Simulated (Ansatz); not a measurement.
Given this structure, the input geometry of an electronic-structure calculation (not necessarily at equilibrium); the starting structure was generated, so it need not be a known form of this composition, written in its standard cell:

```cif
data_structure
_symmetry_space_group_name_H-M 'Pm-3m'
_symmetry_Int_Tables_number 221
_cell_length_a 2.6039
_cell_length_b 2.6039
_cell_length_c 2.6039
_cell_angle_alpha 90.000
_cell_angle_beta 90.000
_cell_angle_gamma 90.000
_cell_volume 17.66
loop_
_atom_site_label
_atom_site_type_symbol
_atom_site_symmetry_multiplicity
_atom_site_Wyckoff_symbol
_atom_site_fract_x
_atom_site_fract_y
_atom_site_fract_z
_atom_site_occupancy
Mo1 Mo 1 a 0.00000 0.00000 0.00000 1
```

What does the kinematic electron diffraction pattern along [001] look like at 200 kV (B = 1 Å²)?

The spots form a square net with both shortest vectors at d = 2.60 Å, 90.0° apart. They are 1 0 0 and 0 1 0. The pattern has symmetry 4mm. No reflection of this zone is absent.

Strongest reflections with d > 0.80 Å, one of each family (|F|² from tabulated Gaussian fits of the electron scattering factors, times a small damping for the curvature of the Ewald sphere):

| hkl | d (Å) | I (strongest = 100) |
| --- | --- | --- |
| 1 0 0 | 2.604 | 100 |
| 1 1 0 | 1.841 | 50 |
| 2 0 0 | 1.302 | 20 |
| 2 1 0 | 1.165 | 14 |
| 2 2 0 | 0.921 | 6 |
| 3 0 0 | 0.868 | 5 |

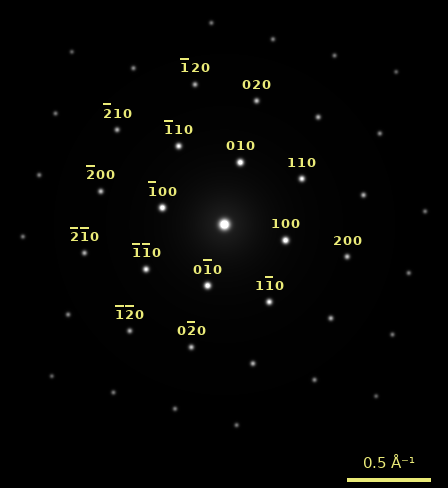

Calculated pattern, seen from the source side with [001] pointing towards the source.
